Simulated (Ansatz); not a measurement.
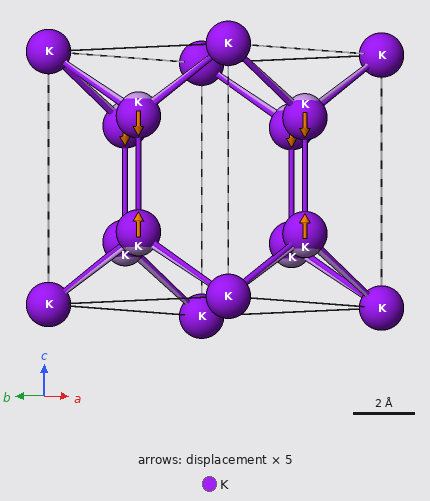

A relaxation of solid K (set up in Cmmm). The starting structure is drawn faded, the final one solid; orange arrows show the displacements, magnified 5 times.

The picture is a ball-and-stick view of the cell of the calculation, seen from a free direction.

Case: the database's cell, atoms relaxed.

Level of theory: DFT PBE, scalar-relativistic, plane waves, PAW (Ansatz 0.2.0). Set-up: plane-wave cutoff 420 eV; k-point mesh 6 × 6 × 4; occupations gaussian; smearing width 0.1 eV; no spin polarisation; atoms relaxed in a fixed cell; force threshold 0.01 eV/Å; at most 40 steps.

What happened in the run?

Answer. Over 2 accepted moves (3 points after the start) the energy falls by 16.2 meV per atom. Largest force component: 0.24 eV/Å at the start, 0.0062 eV/Å at the end. 1 step only repeated the SCF at the same geometry. The largest moves, 0.17 Å, are those of K atoms. The cell doesn't change. Near-neighbour distances that change, for instance: K–K 4.183 → 3.838 Å, K–K 3.928 → 4.022 Å. Among the angles between lasting bonds that change: K–K–K 115.6° → 111.5°, K–K–K 122.2° → 124.3°. The space group stays Cmmm (No. 65).
